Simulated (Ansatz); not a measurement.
# Ge$_{2}$H (slab): what the fields show

Input

```
crystal:
  lattice:
    - [4.0226895335, 0.0, 0.0]
    - [-2.0113447668, 3.4837513276, 0.0]
    - [0.0, 0.0, 17.6842610211]
  atoms:
    - { symbol: Ge, position: [0.3333333333, 0.6666666667, 0.2648830514] }
    - { symbol: Ge, position: [0.6666666667, 0.3333333333, 0.2261898303] }
    - { symbol: H, position: [0.5555555556, 0.4444444444, 0.4497932377], spin: 1.0 }
basis:
  ecutwfc: 420
kpoints:
  mp_grid: { grid: [9, 9, 1] }
hamiltonian:
  xc: pbe
  pseudopotentials: { kind: paw, azcp: { folder: soft_1 } }
  dispersion: d3bj
scf:
  occupations: { method: gaussian, width: 0.1 }
output:
  forces: true
  eigenvalues: true
  populations: true
  write_density: true
  write_potential: true
  elf: true
  volumetric_format: npy
magnetization:
  spin_polarized: true
efield:
  axis: 3
  dipole_correction: true
  ramp_width: 0.04
```

Run with:

```sh
ansatz run input.yaml --threads 1 --pin off --max-ram 3072MiB --backend cpu --events-out ev --progress --plain --runs-dir out
```

A point of a scan over the structure, not its minimum; PAW files of the earlier set (soft_1); spin-polarised.

These are results of Ansatz, DFT PBE+D3(BJ), scalar-relativistic, plane waves, PAW, not measurements.

The density is the valence pseudo-density of a PAW calculation; it isn't the true density close to the nuclei.

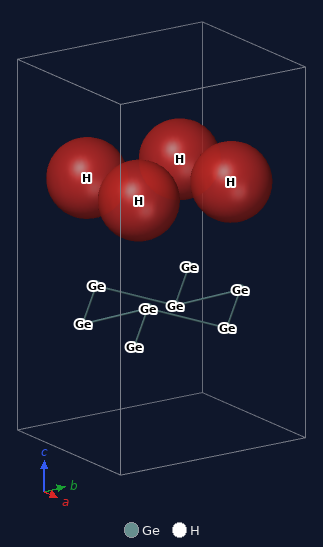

Figure 1. Isosurface of the spin density at +0.03 e/Å³ (red), seen slightly off an axis. Sticks mark near contacts.

> Where is the spin, and how is it ordered?

The spin density sits on H: +0.9 μB in one cell of 3 atoms: a single local moment. The cell of the calculation (3 atoms) carries 1.0 μB of net spin moment.

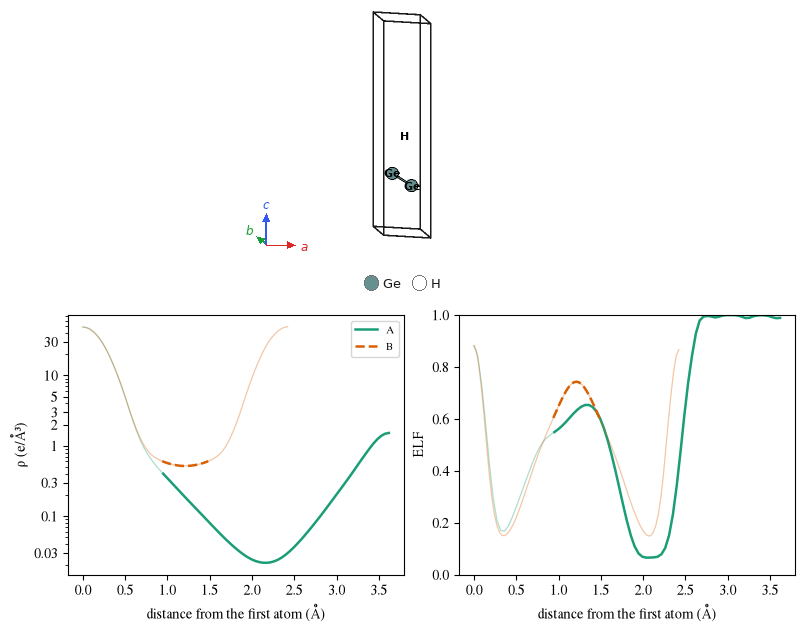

Figure 2. Valence charge density (pseudo) and electron localisation function along straight lines between neighbouring atoms. Thin, pale parts lie inside the atomic spheres. The structure is drawn too.

> Which curve belongs to which contact (Ge–Ge and Ge–H)? The first atom named is at distance zero.

Curve A: Ge–H (3.62 Å): the density is about 0.03 e/Å³ at the midpoint; the ELF climbs to about 1 towards the hydrogen. Curve B: Ge–Ge (2.42 Å): ρ is about 0.52 e/Å³ halfway; the ELF peaks at about 0.75 between the atoms.
